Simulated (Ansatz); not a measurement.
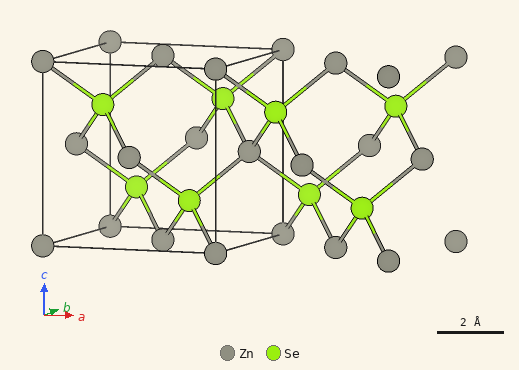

This is a symmetric starting cell of ZnSe (made from another compound by putting Zn in place of Mg). Style: ball-and-stick. Shown: the conventional cell (4 times the calculation's cell), repeated 2 × 1 × 1 with one cell outlined, slightly off an axis. Lengths and directions refer to the drawn axes.

Level of theory: DFT PBE, scalar-relativistic, plane waves, PAW (Ansatz 0.2.0). Settings: plane-wave cutoff 420 eV; k-point mesh 8 × 8 × 8; occupations gaussian; smearing width 0.02 eV; no spin polarisation.

The variant: All lengths are scaled by +4.9 % (volume +15.5 %), the atoms keeping their fractional coordinates. No relaxation follows. The starting cell wasn't computed here and needn't be at equilibrium, so pressure and forces aren't due to the change alone.

What does the calculation give for the changed structure?

Near-neighbour distances before and after: Se–Zn 2.459 → 2.580 Å. The space group stays F-43m (No. 216). The pressure is −5.0 GPa (not all of it need come from the change, since the unchanged cell can be under pressure at this level too). All forces vanish by symmetry.

The changed structure in the same view:

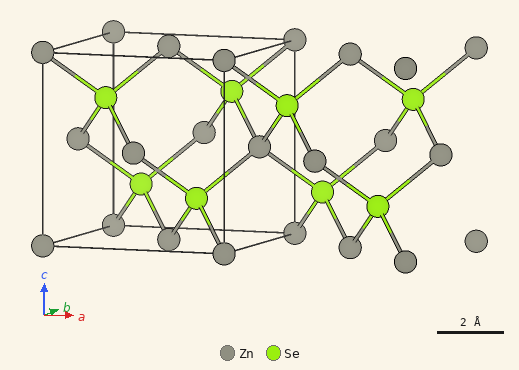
